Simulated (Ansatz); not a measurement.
Cell and atoms:

```
Zn O
1.0
     3.27939    0.00000    0.00000
    -1.63970    2.84004    0.00000
     0.00000    0.00000    5.29323
Zn O
2 2
Direct
  0.66667 0.33333 0.00060
  0.33333 0.66667 0.50060
  0.66667 0.33333 0.37971
  0.33333 0.66667 0.87971
```

**Interpret the file: composition, symmetry and coordination.**

Formula: ZnO. The lattice is primitive hexagonal and the space group P6_3mc (No. 186). Prototype: wurtzite. It has 4 atoms to the cell (2 Zn, 2 O). The polyhedra are ZnO4 tetrahedra; they share corners. The Zn atoms are each bonded to four O in a tetrahedral arrangement at 2.00 to 2.01 Å. O is linked to four Zn in a tetrahedral arrangement at 2.00 to 2.01 Å. The bonds build a three-dimensional framework.

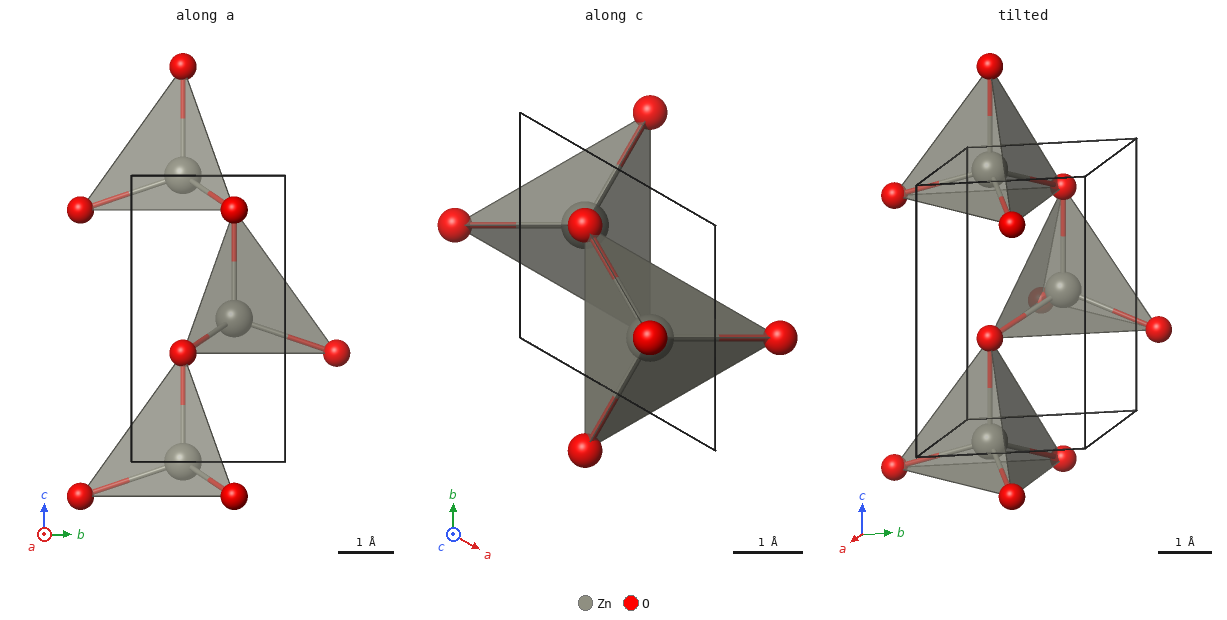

Polyhedral drawing of the structure, looking along the a axis, along the c axis and slightly off an axis. The conventional unit cell is outlined; an atom on or near a face, edge or corner is repeated at each equivalent position. Some neighbours outside the box are added. Colours: zinc grey, oxygen red.

Starting structure: a structure listed in the Materials Project. Earlier steps of the study, as a rule a relaxation of our own, may have changed the cell and positions, so they can lie some per cent off the listed ones. It went into a calculation with Ansatz.
